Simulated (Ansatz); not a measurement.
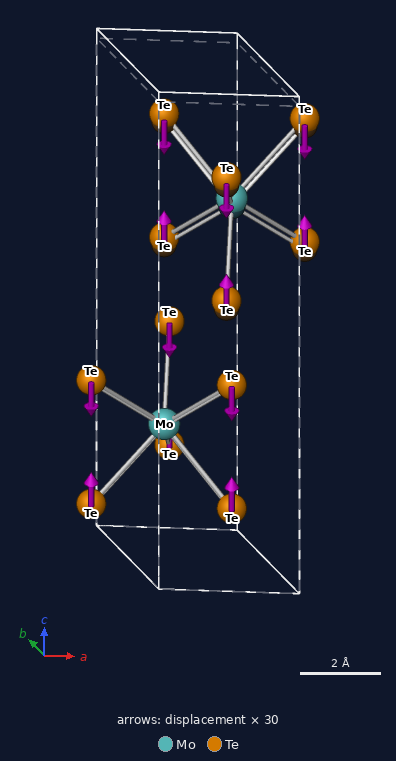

Solid Te2Mo (built on the 2H (MoS2) bulk type), drawn pale, and a changed version of it, drawn solid. The purple arrows show how the atoms are displaced (without the part that the change of the cell carries along), magnified 30 times. Besides, the cell is strained by +2.0 % along c and none across it (volume +2.0 %). The picture is a ball-and-stick view of the cell of the calculation, seen from a free direction.

These are results of DFT, HSE06, plane waves, PAW in Ansatz 0.2.0, not measurements. Set-up: plane-wave cutoff 420 eV; k-point mesh 6 × 6 × 2; occupations fixed; no spin polarisation.

Question: Describe the displacements and the computed response.

Answer: The Te atoms are displaced by 0.03 Å relative to the cell. No relaxation follows. The space group stays P6_3/mmc (No. 194). The energy falls by 2.2 meV per atom. Pressure: −1.6 GPa before, −1.9 GPa after. The principal stresses (compression positive) are −1.7 GPa along c and −2.0 GPa across it. The largest forces, 0.32 eV/Å, act on 4 Te atoms of the calculation's cell. The forces point along the displacements, not back (a soft direction, or forces left over where the reference was relaxed at another level) (cosine 1.00).

Limits of the set-up: layers or molecules are held without a dispersion correction, so their spacing is unreliable.
